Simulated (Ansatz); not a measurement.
TiAl (space group P-6m2, No. 187): the input geometry of an electronic-structure calculation (not necessarily at equilibrium).

Space group P-6m2 (No. 187). a = 2.867 Å, b = 2.867 Å, c = 4.678 Å, α = 90.00°, β = 90.00°, γ = 120.00°
```json
{"atom": "Ti", "site": "1a", "symmetry": "-6m2", "x": "0.0000", "y": "0.0000", "z": "0.0000"}
{"atom": "Al", "site": "1d", "symmetry": "-6m2", "x": "0.3333", "y": "0.6667", "z": "0.5000"}
```

Bonds are taken as Al–Al below 3.2 Å, Al–Ti below 3.2 Å and Ti–Ti below 3.2 Å; no other contact counts. The graph is simplified in the usual way: terminal and isolated atoms are pruned, two-connected atoms become edges.

Derive the underlying net.

The result is a uninodal 12-connected, three-periodic net: Ti and Al are 12-connected nodes. It is the hcp net, known from hexagonal close packing. It is a single net, without interpenetration.

| node | links | point symbol | coordination sequence |
| --- | --- | --- | --- |
| Ti and Al | 12 | 3²⁴·4³³·5⁹ | 12 44 96 170 |

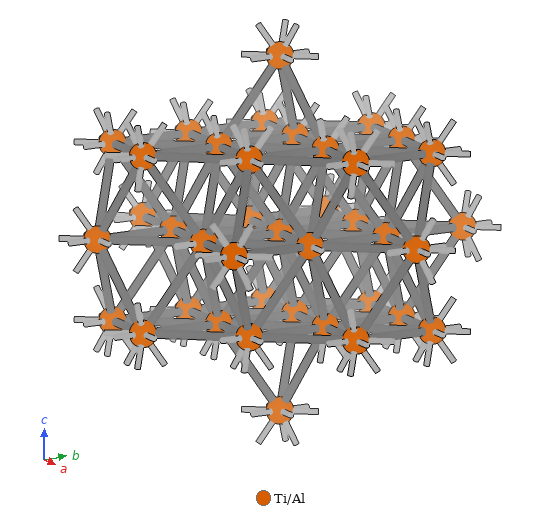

Nodes are coloured by topological kind. Edges to nodes outside the piece are drawn as stubs.
